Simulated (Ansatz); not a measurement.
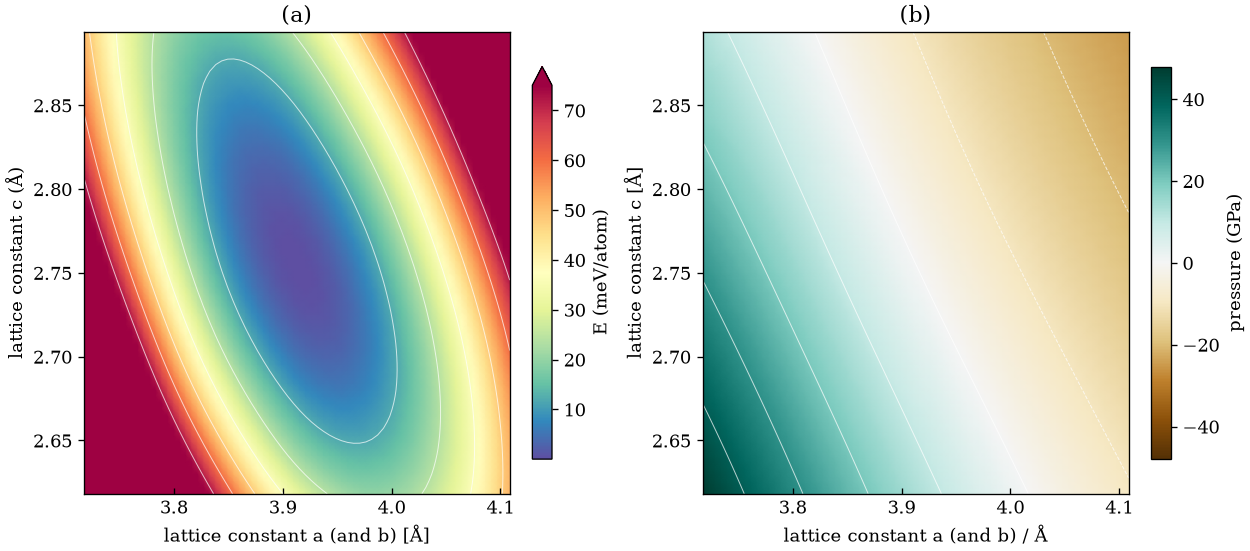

Fe₃Co (P4/mmm, No. 123; 4 atoms in the cell). 
- The energy is mapped over the lattice constants a and c of the conventional cell.
- Coordinates scanned: (1) lattice constant a (and b); (2) lattice constant c.
- Nothing is relaxed (symmetry fixes all fractional coordinates).
- The grid has 7 × 7 points.
- Points are written as (first, second).
- Energies are in meV/atom, from the lowest grid point.
- The electronic state followed may not be the lowest one.
- Method: DFT LDA, scalar-relativistic, plane waves, PAW (Ansatz 0.2.0). Settings: cutoff 520 eV, k-mesh 10×10×14 in the order of the run's cell vectors, gaussian smearing 0.15 eV, spin-polarised.

Panel (a) is the energy and panel (b) the computed pressure on the same grid.

Drawn: a smooth colour map with a few white contour lines, one colour for all values above the top of the scale. Between grid points the surface is interpolated.

### How does the pressure vary over the map, and what is it at the lowest grid point?

It runs from −25 GPa at (4.109 Å, 2.894 Å) to 48 GPa at (3.717 Å, 2.618 Å). At the lowest grid point, (3.913 Å, 2.756 Å), it is 0 GPa.

| lattice constant c ↓, lattice constant a (and b) → | 3.717 | 3.782 | 3.848 | 3.913 | 3.978 | 4.043 | 4.109 |
| --- | --- | --- | --- | --- | --- | --- | --- |
| 2.894 | 13 | 5 | −3 | −10 | −16 | −21 | −25 |
| 2.848 | 18 | 9 | 0 | −7 | −14 | −19 | −23 |
| 2.802 | 23 | 13 | 4 | −4 | −11 | −16 | −21 |
| 2.756 | 29 | 18 | 9 | 0 | −7 | −13 | −18 |
| 2.710 | 35 | 24 | 13 | 4 | −4 | −10 | −16 |
| 2.664 | 41 | 29 | 18 | 9 | 0 | −7 | −13 |
| 2.618 | 48 | 35 | 24 | 13 | 5 | −3 | −9 |

PAW datasets: the set soft_1.
